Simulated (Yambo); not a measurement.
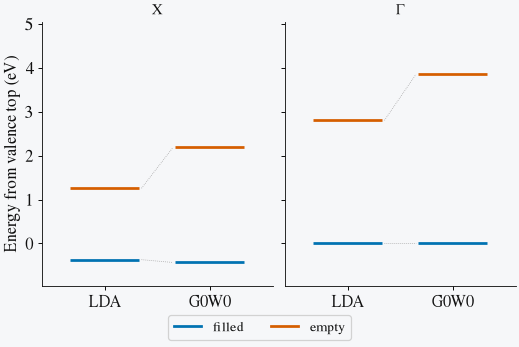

Levels at X and Γ in LDA and in G0W0, each set counted from its own valence top. Only the states that were corrected are drawn, so degenerate partners can be missing.

System: rocksalt BaTe, space group Fm-3m, 2 atoms in the primitive cell; cubic a = 6.820 Å. Starting point: LDA, PseudoDojo 0.4.1 SR LDA stringent, no spin polarisation, no spin-orbit coupling, 4×4×4 k mesh, 1170 eV cutoff, fixed occupations (Yambo). Many-body step: G0W0 with frequency dependence of W plasmon pole, bands in the response 137, bands in the self-energy 137, cutoff of the response matrix 12 Ry and cutoff of exchange and Vxc 86 Ry.

### By how much does the gap open?

Over the k points that were corrected, the smallest gap goes from 1.26 eV in LDA (Γ to X) to 2.19 eV in G0W0 (Γ to X), a change of +0.93 eV (+74 %).

### Is the correction a rigid shift of the empty levels?

Counted from the valence top, the lowest empty level moves by +0.93 eV at X and +1.05 eV at Γ: a spread of 0.12 eV on a mean of 0.99 eV, so one scissor shift describes this level well. Only one empty level a point was corrected, so a higher one could drop under them.

### What are the quasiparticle weights at the band edges?

The quasiparticle weight (renormalisation factor) lies between 0.80 and 0.82 for the top filled and first empty levels.

```
k point  LDA direct gap (eV)  G0W0 direct gap (eV)
      X                 1.63                  2.62
      Γ                 2.81                  3.85
```

Spin-orbit coupling is left out, which matters for Ba and Te. The k mesh is thin for GW. Bands, cutoffs and mesh are finite, so these values aren't at the basis limit.
